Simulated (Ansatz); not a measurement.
TiCo: geometry relaxation (part 3 of 3)

The same run, continued: TiCo (R-3m, 2 atoms in the cell); DFT r2SCAN, scalar-relativistic, plane waves, PAW, spin-polarised (Ansatz 0.2.0); cutoff 500 eV, 18×18×18 k-mesh, Gaussian smearing of 0.1 eV, collinear spins. The structure was built on a prototype by a generator; it need not be a known phase.

Geometry of the input (Å; fractional positions):
```
1.9297  1.9297  3.8595
1.9297  3.8595  1.9297
3.8595  1.9297  1.9297
Co 0.0000  0.0000  0.0000
Ti 0.5000  0.5000  0.5000
```

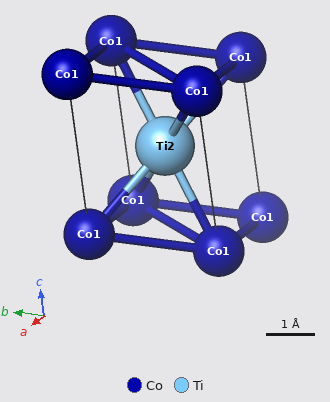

*The geometry at step 4 of the log (ball-and-stick view of the reduced cell, seen slightly off an axis; atoms are numbered from 1 in the order of the input).*

## The program's output, continued
```
relax step   7: F+E_penalty+E_count = -7635.87289432 eV  Δ(F+E_penalty+E_count) = -4.818e-5 eV  max|allowed force component| = 7.994e-29 eV/Å  Δτ_max = 0.0000 Å  P = +0.002 GPa  Ω = 27.189 Å³  stress off target by 6.90e-2 GPa  SCF on the basis re-selected at this cell (its energy is not comparable with the rows above)  (16 SCF iters)
SCF 8 converged in 11 iterations: F = -7635.872897 eV  dr2 = 3.88e-11
relax step   8: F+E_penalty+E_count = -7635.87289744 eV  Δ(F+E_penalty+E_count) = -3.120e-6 eV  max|allowed force component| = 2.314e-29 eV/Å  Δτ_max = 0.0000 Å  P = -0.004 GPa  Ω = 27.191 Å³  energy of the carried Pulay correction = -2.535e-6 eV  (11 SCF iters, dr2 threshold 1.19e-8 eV, accepted)
iter 1 solved again at ethr=5.61e-9 eV; its pass at ethr=3.10e-3 eV (dr2=1.63e-6 eV) is discarded
SCF iter   1: F=—  HF=-7635.872902 eV  |F-HF|=—  |Δ(HF+E_count)|=         —  Δρ=4.62e-6 (↑3.64e-6 ↓4.62e-6)  dr2=7.39e-9  dr2_τ=5.34e-10  dr2_m=3.86e-10  M=0.784 μB ∫|m|=1.702 μB  β_m=1.00  ethr=5.61e-9  ⟨swp⟩=4.0  Hψ=170314  notcnv=0
preconditioner: auto → none  [metal: Δε(μ)=0.001 eV  Ē_g=5.043 eV  σ=0.100 eV  W_gap=0.01  n_scr=2 (ndim 8)  ℏωp=25.7 eV  f_vac=0.000  D(μ)=1.29/eV (n_scr^D=14)]
SCF iter   2: F=—  HF=-7635.872902 eV  |F-HF|=—  |Δ(HF+E_count)|=   1.73e-7  Δρ=3.06e-6 (↑3.06e-6 ↓2.67e-6)  dr2=3.56e-9  dr2_τ=1.64e-10  dr2_m=2.88e-10  M=0.784 μB ∫|m|=1.702 μB  β_m=1.00  ethr=2.55e-11  ⟨swp⟩=3.1  Hψ=41797  notcnv=0  κ⁻¹=1.0e0(r=1)
SCF iter   3: F=—  HF=-7635.872902 eV  |F-HF|=—  |Δ(HF+E_count)|=  8.37e-11  Δρ=1.49e-6 (↑1.38e-6 ↓1.49e-6)  dr2=6.57e-10  dr2_τ=4.49e-11  dr2_m=9.47e-11  M=0.784 μB ∫|m|=1.702 μB  β_m=1.00  ethr=1.23e-11  ⟨swp⟩=2.0  Hψ=28489  notcnv=0  κ⁻¹=7.9e-3(r=2)
SCF iter   4: F=—  HF=-7635.872902 eV  |F-HF|=—  |Δ(HF+E_count)|=  2.07e-10  Δρ=7.26e-7 (↑6.98e-7 ↓7.26e-7)  dr2=1.29e-10  dr2_τ=1.51e-11  dr2_m=1.38e-11  M=0.784 μB ∫|m|=1.702 μB  β_m=1.00  ethr=2.26e-12  ⟨swp⟩=2.2  Hψ=30894  notcnv=0  κ⁻¹=1.3e-3(r=3)
SCF iter   5: F=—  HF=-7635.872902 eV  |F-HF|=—  |Δ(HF+E_count)|=  2.76e-10  Δρ=2.90e-7 (↑2.83e-7 ↓2.90e-7)  dr2=1.89e-11  dr2_τ=3.65e-12  dr2_m=4.71e-13  M=0.784 μB ∫|m|=1.702 μB  β_m=1.00  ethr=1.00e-12  ⟨swp⟩=1.9  Hψ=28251  notcnv=0  κ⁻¹=1.7e-4(r=4)
SCF iter   6: F=—  HF=-7635.872902 eV  |F-HF|=—  |Δ(HF+E_count)|=  1.94e-10  Δρ=1.73e-7 (↑9.06e-8 ↓1.73e-7)  dr2=7.13e-12  dr2_τ=3.85e-13  dr2_m=9.81e-13  M=0.784 μB ∫|m|=1.702 μB  β_m=1.00  ethr=1.00e-12  ⟨swp⟩=1.0  Hψ=23200  notcnv=0  κ⁻¹=3.0e-5(r=5)
SCF iter   7: F=—  HF=-7635.872902 eV  |F-HF|=—  |Δ(HF+E_count)|=  3.55e-11  Δρ=1.37e-7 (↑6.01e-8 ↓1.37e-7)  dr2=3.97e-12  dr2_τ=2.08e-13  dr2_m=7.88e-13  M=0.784 μB ∫|m|=1.702 μB  β_m=1.00  ethr=1.00e-12  ⟨swp⟩=1.0  Hψ=23200  notcnv=0  κ⁻¹=9.7e-6(r=6)
SCF iter   8: F=—  HF=-7635.872902 eV  |F-HF|=—  |Δ(HF+E_count)|=  4.27e-11  Δρ=4.00e-8 (↑2.27e-8 ↓4.00e-8)  dr2=4.91e-13  dr2_τ=1.60e-14  dr2_m=4.75e-14  M=0.784 μB ∫|m|=1.702 μB  β_m=1.00  ethr=1.00e-12  ⟨swp⟩=1.0  Hψ=23200  notcnv=0  κ⁻¹=1.1e-6(r=7)
SCF iter   9: F=-7635.872902 eV  HF=-7635.872902 eV  |F-HF|=1.18e-11  |Δ(HF+E_count)|=  1.00e-11  Δρ=1.46e-7 (↑7.07e-8 ↓1.46e-7)  dr2=1.51e-11  dr2_τ=6.56e-14  dr2_m=4.70e-13  M=0.784 μB ∫|m|=1.702 μB  ethr=1.00e-12  ⟨swp⟩=3.1  Hψ=80001  notcnv=0
SCF 9 converged in 9 iterations: F = -7635.872902 eV  dr2 = 1.51e-11
relax step   9: F+E_penalty+E_count = -7635.87290176 eV  Δ(F+E_penalty+E_count) = -4.315e-6 eV  max|allowed force component| = 2.787e-29 eV/Å  Δτ_max = 0.0000 Å  P = -0.004 GPa  Ω = 27.191 Å³  stress off target by 8.18e-3 GPa  SCF on the basis re-selected at this cell (its energy is not comparable with the rows above)  (9 SCF iters)
basis re-selected at this cell: Δ(F+E_penalty+E_count) = -4.315e-6 eV, ΔP = +0.000 GPa vs the last step (what re-selecting the basis moved, of the pressure what is left beyond the Pulay correction that the steps carried, after the strain that the cell walked since its last selection, with what the two solves' SCF thresholds leave and, on support functions, any second-order correction that the steps lacked; it is no measure of the basis error at this ecutwfc). This SCF's stress stands 8.18e-3 GPa from its target on what of the cell is left free (relax.cell.stress_tol is 5.00e-2 GPa) and its largest allowed force component is 2.79e-29 eV/Å (relax.f_tol is 1.00e-2 eV/Å): within both
SCF converged after 9 iterations
Stability not checked: this state was not tested for a lower state beside it, because the mixer in use, unlike msr1, does not test its closes by its own steps (another_mixer; see scf.mixing.algorithm and scf.lower_state_search)
Magnetization: 0.7842 μB (14.8921 up, 14.1079 down)
Absolute magnetization: 1.7024 μB (∫|ρ↑−ρ↓|, with the PAW one-centre terms)
Spin contamination: 0.1954 ħ² per cell (⟨S²⟩ above its minimum at these occupations)
Per-site moments (μB) at R_I (Å): [(1.2360428131792203, 1.0473018748381167), (-0.2524112971625438, 1.0473018748381167)]
Free energy (F): -7635.872902 eV
Harris-Foulkes:  -7635.872902 eV  (|F-HF|=1.18e-11)
Internal energy: -7635.866456 eV  (E = F + TS)
E sigma→0 (E₀):  -7635.869679 eV
Entropy (-TS):   -0.006446 eV (-3.223 meV/atom)
Fermi energy:    16.108618 eV
--- Per-component energies (eV) ---
  E_band       = -450.803238
  E_kinetic    = 730.120221
  E_local      = -3969.110973  (includes V_loc(G=0)·N_el)
  E_nonlocal   = 463.851558
  E_hartree    = 1677.280205
  E_xc         = -251.095363
  E_vxc        = -363.826731  (∫ρ·V_xc dr)
  E_paw        = -2581.935111  (= ΣΔE_a)
  E_vpaw       = -690.482990  (= ΣTr[D̂ρ^β])
  E_aug_tail   = 0.000126  (compensation charges beyond the density's cutoff)
  E_vtau       = 24.085012  (kinetic-family band-sum trace: ∫τ·v_τ [+ j·A + Jᵃ·Aᵃ] dr)
  E_ewald      = -3704.428455
  E_core_change = -0.548663  (= ΣΔE_core)
  E_smearing   = -0.006446  (= −TS)
  E_closure    = 0.000000  (closes the sum)
  Σ components = -7635.872902   (vs F -7635.872902, Δ=0.00e0)
--- Forces (eV/Å), atoms counted from 1 ---
  atom   1  Co     0.00000000    -0.00000000     0.00000000
  atom   2  Ti    -0.00000000    -0.00000000     0.00000000
  max |Σ_I F_I| component: 4.52e-29 eV/Å
--- Stress (GPa, compression-positive) ---
       -0.003666       0.004516       0.004516
        0.004516      -0.003666       0.004516
        0.004516       0.004516      -0.003666
  P = ⅓ Tr σ = -0.0037 GPa (-0.037 kbar)
--- Band table (eV; the first three rows and the last of 1160) ---
  k-point 0 ↑: bands = ["-83.5034", "-45.3636", "-45.3636", "-45.1942", "-42.9609", "-18.2326", "-17.7866", "-17.7866", "8.2646", "11.7932", "13.2107", "13.2107", "13.6822", "13.6822", "16.1912", "17.7925", "17.7925", "18.5957", "19.3880", "19.3880"]
  k-point 1 ↑: bands = ["-83.5033", "-45.3654", "-45.3640", "-45.1940", "-42.9575", "-18.2300", "-17.8068", "-17.7911", "8.3608", "11.8420", "13.1856", "13.2420", "13.6564", "13.6915", "16.2141", "17.6863", "17.8458", "18.1739", "19.3467", "19.9193"]
  k-point 2 ↑: bands = ["-83.5028", "-45.3705", "-45.3652", "-45.1934", "-42.9476", "-18.2227", "-17.8647", "-17.8041", "8.6447", "11.9816", "13.1135", "13.3337", "13.5864", "13.7176", "16.2615", "17.3335", "17.7181", "18.0040", "19.2267", "20.7636"]
  k-point 579 ↓: bands = ["-81.5559", "-43.6522", "-43.3051", "-43.3051", "-43.1664", "-18.5585", "-18.1009", "-18.1009", "10.3003", "11.0741", "14.9859", "14.9859", "15.1528", "15.6711", "15.6711", "16.7577", "16.8554", "16.8554", "18.5340", "18.5340"]
--- Relaxed structure (7 steps of the walk, 7 accepted, 2 SCFs on fresh bases) ---
  F+E_penalty+E_count = -7635.87290176 eV   max|allowed force component| = 2.787e-29 eV/Å   (the final SCF, on the basis selected at the relaxed cell)
  cell:  # Å, volume = 27.1911 Å³
    - [1.561639582192178, 1.561639582192178, 3.5762512557249373]
    - [1.561639582192178, 3.5762512557249377, 1.561639582192178]
    - [3.5762512557249377, 1.561639582192178, 1.561639582192178]
  atoms:
    - { symbol: Co, position: [-4.33520695616582e-34, -2.71340291501026e-34, 7.797134813247871e-35] }
    - { symbol: Ti, position: [0.5000000000000001, 0.49999999999999994, 0.49999999999999994] }
--- Löwdin populations: 2 sites ---
  site symbol       q [e]    m [muB]
     0     Co     16.7752     1.2182
     1     Ti     11.8504    -0.3621
  spilling = 0.012909 (of n_electrons = 29.000000)
```

## Trajectory as extended XYZ (Å, eV, eV/Å), 9 frames, from step=1 to step=9
```
2
Lattice="1.9297 1.9297 3.8594 1.9297 3.8594 1.9297 3.8594 1.9297 1.9297" Properties=species:S:1:pos:R:3:forces:R:3 step=1 energy=-7635.69619 pressure_GPa=-6.18
Co    0.0000    0.0000    0.0000    0.0000   0.0000   0.0000
Ti    3.8594    3.8594    3.8594    0.0000   0.0000   0.0000
2
Lattice="1.8043 1.8043 3.7364 1.8043 3.7364 1.8043 3.7364 1.8043 1.8043" Properties=species:S:1:pos:R:3:forces:R:3 step=2 energy=-7635.79461 pressure_GPa=-0.28
Co    0.0000    0.0000    0.0000    0.0000   0.0000   0.0000
Ti    3.6725    3.6725    3.6725    0.0000   0.0000   0.0000
2
Lattice="1.6678 1.6678 3.6344 1.6678 3.6344 1.6678 3.6344 1.6678 1.6678" Properties=species:S:1:pos:R:3:forces:R:3 step=3 energy=-7635.85292 pressure_GPa=1.15
Co    0.0000    0.0000    0.0000    0.0000   0.0000   0.0000
Ti    3.4849    3.4849    3.4849    0.0000   0.0000   0.0000
2
Lattice="1.5239 1.5239 3.5454 1.5239 3.5454 1.5239 3.5454 1.5239 1.5239" Properties=species:S:1:pos:R:3:forces:R:3 step=4 energy=-7635.86899 pressure_GPa=1.49
Co    0.0000    0.0000    0.0000    0.0000   0.0000   0.0000
Ti    3.2966    3.2966    3.2966    0.0000   0.0000   0.0000
2
Lattice="1.5780 1.5780 3.5908 1.5780 3.5908 1.5780 3.5908 1.5780 1.5780" Properties=species:S:1:pos:R:3:forces:R:3 step=5 energy=-7635.87210 pressure_GPa=-0.74
Co    0.0000    0.0000    0.0000    0.0000   0.0000   0.0000
Ti    3.3733    3.3733    3.3733    0.0000   0.0000   0.0000
2
Lattice="1.5634 1.5634 3.5773 1.5634 3.5773 1.5634 3.5773 1.5634 1.5634" Properties=species:S:1:pos:R:3:forces:R:3 step=6 energy=-7635.87285 pressure_GPa=0.03
Co    0.0000    0.0000    0.0000    0.0000   0.0000   0.0000
Ti    3.3521    3.3521    3.3521    0.0000   0.0000   0.0000
2
Lattice="1.5634 1.5634 3.5773 1.5634 3.5773 1.5634 3.5773 1.5634 1.5634" Properties=species:S:1:pos:R:3:forces:R:3 step=7 energy=-7635.87289 pressure_GPa=0.00
Co    0.0000    0.0000    0.0000    0.0000   0.0000   0.0000
Ti    3.3521    3.3521    3.3521    0.0000   0.0000   0.0000
2
Lattice="1.5616 1.5616 3.5763 1.5616 3.5763 1.5616 3.5763 1.5616 1.5616" Properties=species:S:1:pos:R:3:forces:R:3 step=8 energy=-7635.87290 pressure_GPa=-0.00
Co    0.0000    0.0000    0.0000    0.0000   0.0000   0.0000
Ti    3.3498    3.3498    3.3498    0.0000   0.0000   0.0000
2
Lattice="1.5616 1.5616 3.5763 1.5616 3.5763 1.5616 3.5763 1.5616 1.5616" Properties=species:S:1:pos:R:3:forces:R:3 step=9 energy=-7635.87290 pressure_GPa=-0.00
Co    0.0000    0.0000    0.0000    0.0000   0.0000   0.0000
Ti    3.3498    3.3498    3.3498    0.0000   0.0000   0.0000
```

## Key numbers

```tsv
quantity	value
outcome	converged
space group (tolerance 0.01 Å)	R-3m (166)
electrons treated	29
free energy	−7635.8729 eV
Fermi energy	16.109 eV
gap on the k-point mesh	none (metallic)
net moment of the cell	0.78 μB
integrated absolute moment	1.70 μB
pressure	0.00 GPa
final volume	27.19 Å³
largest force (length of the vector) at the end	under 0.001 eV/Å
final cell	a = 4.203 Å, b = 4.203 Å, c = 4.203 Å, α = 39.62°, β = 39.62°, γ = 39.62°
hardware	1 thread of Intel Xeon (Granite Rapids), 192 GiB of memory available, shared host
wall time	10 min
peak memory	1 GiB
```

## Remarks

The electronic state found may not be the lowest one.
